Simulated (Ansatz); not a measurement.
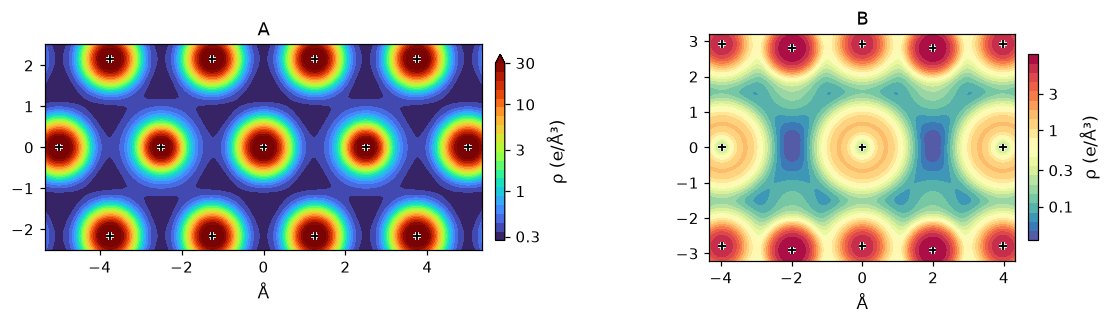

The valence electron density of 2 systems, each on a plane through atoms (crosses mark nuclei in the plane).

Computed with Ansatz 0.2.0, DFT r2SCAN, scalar-relativistic, plane waves, PAW.

System 1: BaTiO₃, the (011̄) plane of the conventional cell. Space group P4mm; computed without spin polarisation.

```
CELL_PARAMETERS angstrom
3.97224 0.00000 0.00000
0.00000 3.97224 0.00000
0.00000 0.00000 4.11276
ATOMIC_POSITIONS crystal
Ba 0.00000 0.00000 0.99559
Ti 0.50000 0.50000 0.47749
O 0.50000 0.50000 0.03460
O 0.50000 0.00000 0.51766
O 0.00000 0.50000 0.51766
```

System 2: Ni₃Ge, the (111) plane of the conventional cell. Space group Pm-3m; a structure from a database of computed crystals, not necessarily the ambient phase; computed without spin polarisation.

```
Ni Ge
1.0
     3.53033    0.00000    0.00000
     0.00000    3.53033    0.00000
     0.00000    0.00000    3.53033
Ni Ge
3 1
Cartesian
  1.7652 0.0000 1.7652
  0.0000 1.7652 1.7652
  1.7652 1.7652 0.0000
  0.0000 0.0000 0.0000
```

Q: Which map belongs to which system?

A: Panel A is system 2, Ni₃Ge: the plane holds Ni and Ge. Ni–Ni (2.50 Å): ρ at the midpoint is about 0.32 e/Å³. Panel B is system 1, BaTiO₃: the plane holds Ba, Ti and O. Ba–O (2.79 Å): ρ at the midpoint is about 0.2 e/Å³.
